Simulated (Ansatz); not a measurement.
## A series of single points on AlP

System: AlP (2 atoms in the cell).
Method: DFT PBE, scalar-relativistic, plane waves, PAW, no spin polarisation (Ansatz 0.2.0).

The 6 runs differ only in the geometry, by an even scaling of the cell at fixed fractional positions. The structure derives from an entry of the Crystallography Open Database.

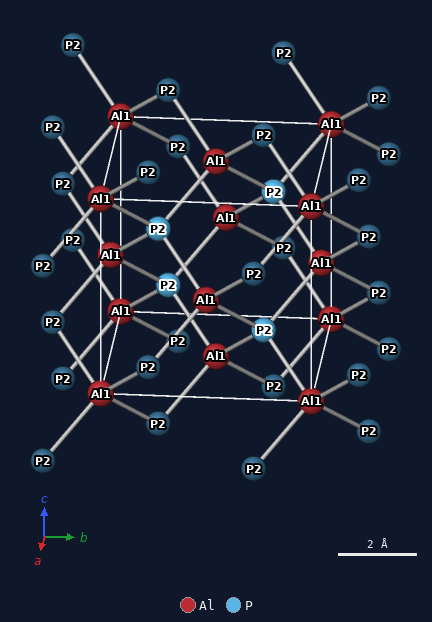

Figure 1. The structure of run 4 (ball-and-stick view of the cell 4 times as large as that of the calculation, set on its symmetry axes, seen at an oblique angle; neighbours outside the cell are drawn fainter; atoms are numbered from 1 in the order of the input). An atom can appear more than once, as a periodic image.

## Input of run 4
```yaml
crystal:
  lattice:
    - [0.0, 2.7455851189, 2.7455851189]
    - [2.7455851189, 0.0, 2.7455851189]
    - [2.7455851189, 2.7455851189, 0.0]
  atoms:
    - { symbol: Al, position: [0.0, 0.0, 0.0] }
    - { symbol: P, position: [0.75, 0.75, 0.75] }
basis:
  ecutwfc: 420
  ecutrho_ratio: 4
kpoints:
  mp_grid: { grid: [10, 10, 10] }
hamiltonian:
  xc: pbe
scf:
  occupations: { method: gaussian, width: 0.05 }
output:
  forces: true
  stress: true
  eigenvalues: true
```

Command:
```bash
ansatz run input.yaml --threads 2 --pin off --max-ram 2662MiB --backend cpu --events-out ev --progress --plain --runs-dir out
```

Lattice vectors (Å) and fractional positions of run 4:
```
   0.000000    2.745585    2.745585
   2.745585    0.000000    2.745585
   2.745585    2.745585    0.000000
Al  0.000000  0.000000  0.000000
P   0.750000  0.750000  0.750000
```

Run 2 differs from it as follows:
```diff
-    - [0.0, 2.7455851189, 2.7455851189]
-    - [2.7455851189, 0.0, 2.7455851189]
-    - [2.7455851189, 2.7455851189, 0.0]
+    - [0.0, 2.7345548838, 2.7345548838]
+    - [2.7345548838, 0.0, 2.7345548838]
+    - [2.7345548838, 2.7345548838, 0.0]
```

## Results, with one run withheld

| run | volume per atom (Å³) | free energy per atom, from the lowest run given (meV) | pressure (GPa) | gap on the mesh (eV) |
| --- | --- | --- | --- | --- |
| 1 | 20.050 | 9.23 | 3.67 | 1.55 |
| 2 | 20.448 | ? | ? | ? |
| 3 | 20.467 | 2.22 | 1.74 | 1.59 |
| 4 | 20.697 | 0.44 | 0.76 | 1.62 |
| 5 | 20.885 | 0.00 | 0.00 | 1.63 |
| 6 | 21.303 | 2.09 | −1.57 | 1.67 |

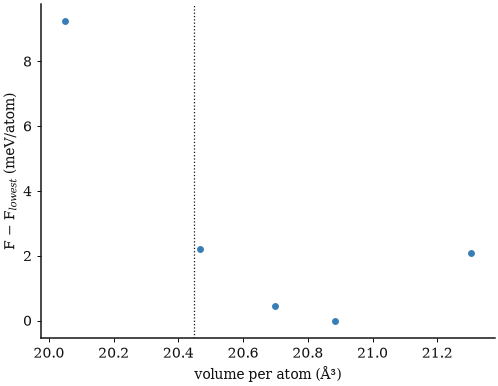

Figure 2. Free energy per atom of the runs given; the dotted line marks run 2.

Estimate the energy of run 2 from the others.

A cubic polynomial in V^(−2/3) (the Birch–Murnaghan form), fitted to the 5 runs given, misses them by under 0.01 meV per atom. With x = V^(−2/3) − 0.13276 Å⁻², it reads F = 0.55956 + 1248.1 x + 6.9892e+05 x² + 1.3611e+06 x³ (meV per atom). At run 2 it gives 2.43 meV per atom, and the run itself gives 2.44. The slope of the fit gives a pressure −dF/dV of 1.82 GPa there, and the run prints 1.82 GPa. The fit has its minimum at 20.884 Å³ per atom, where V d²F/dV² gives 82.4 GPa: the bulk modulus at this level, since symmetry fixes the shape and the positions. The gap on the mesh goes, without turning, from 1.55 eV in run 1 to 1.67 eV in run 6; run 2 has 1.59 eV. These are gaps of this functional on this mesh, which can miss the band edges; they aren't the measured gap.

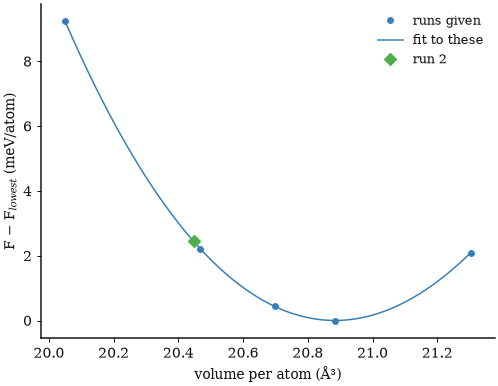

Figure 3. The fit and the withheld run.

## Output, shortened to warnings, some set-up lines, iterations and results (run 2)
```
Basis set: ecut = 420 eV, 821 PW (Γ), exchange–correlation on 54×54×54 points (8 copies of the dense FFT grid, shifted against one another)
Symmetry: 24 space group operations
k-points: 47 of 1000 (time reversal used)
Initial density: superposition of atomic densities (neutral atoms: chi_scale 0, normalization atom), corrected by the library's trained network
[...]
SCF iter   1: F=—  HF=-1294.439341 eV  |F-HF|=—  |Δ(HF+E_count)|=         —  Δρ=1.29e-3  dr2=1.12e-3  ethr=1.77e-3  ⟨swp⟩=6.1  Hψ=3491  notcnv=0
SCF iter   2: F=—  HF=-1294.439170 eV  |F-HF|=—  |Δ(HF+E_count)|=   1.70e-4  Δρ=3.81e-4  dr2=4.68e-5  ethr=1.40e-5  ⟨swp⟩=2.1  Hψ=961  notcnv=0
SCF iter   3: F=—  HF=-1294.439230 eV  |F-HF|=—  |Δ(HF+E_count)|=   5.98e-5  Δρ=1.60e-4  dr2=6.73e-6  ethr=5.85e-7  ⟨swp⟩=2.4  Hψ=563  notcnv=0
SCF iter   4: F=—  HF=-1294.439241 eV  |F-HF|=—  |Δ(HF+E_count)|=   1.07e-5  Δρ=2.03e-5  dr2=2.72e-7  ethr=8.41e-8  ⟨swp⟩=2.4  Hψ=567  notcnv=0
SCF iter   5: F=-1294.439241 eV  HF=-1294.439241 eV  |F-HF|=2.17e-8  |Δ(HF+E_count)|=   8.46e-8  Δρ=6.97e-6  dr2=3.10e-8  ethr=3.41e-9  ⟨swp⟩=2.1  Hψ=572  notcnv=0
SCF iter   6: F=-1294.439241 eV  HF=-1294.439241 eV  |F-HF|=2.19e-9  |Δ(HF+E_count)|=   8.76e-9  Δρ=2.28e-6  dr2=3.21e-9  ethr=3.88e-10  ⟨swp⟩=3.9  Hψ=2197  notcnv=0
SCF 1 converged in 6 iterations: F = -1294.439241 eV  dr2 = 3.21e-9
SCF converged after 6 iterations
Free energy (F): -1294.439241 eV
Harris-Foulkes:  -1294.439241 eV  (|F-HF|=2.19e-9)
Internal energy: -1294.439241 eV  (E = F + TS)
E sigma→0 (E₀):  -1294.439241 eV
Fermi energy:    5.792010 eV
--- Per-component energies (eV) ---
  E_band       = 4.545370
  E_kinetic    = 93.776267
  E_local      = -82.573147  (includes V_loc(G=0)·N_el)
  E_nonlocal   = 44.622620
  E_hartree    = 25.069691
  E_xc         = -101.534421
  E_vxc        = -90.053718  (∫ρ·V_xc dr)
  E_paw        = -1036.913343  (= ΣΔE_a)
  E_vpaw       = -11.365725  (= ΣTr[D̂ρ^β])
  E_aug_tail   = 0.000001  (compensation charges beyond the density's cutoff)
  E_ewald      = -236.886909
  E_smearing   = -0.000000  (= −TS)
  E_closure    = -0.000000  (closes the sum)
  Σ components = -1294.439241   (vs F -1294.439241, Δ=0.00e0)
--- Forces (eV/Å), atoms counted from 1 ---
  atom   1  Al    -0.00000000     0.00000000     0.00000000
  atom   2  P      0.00000000    -0.00000000     0.00000000
  max |Σ_I F_I| component: 3.70e-17 eV/Å
--- Stress (GPa, compression-positive) ---
        1.822474       0.000000       0.000000
       -0.000000       1.822474       0.000000
       -0.000000       0.000000       1.822474
  P = ⅓ Tr σ = 1.8225 GPa (18.225 kbar)
```
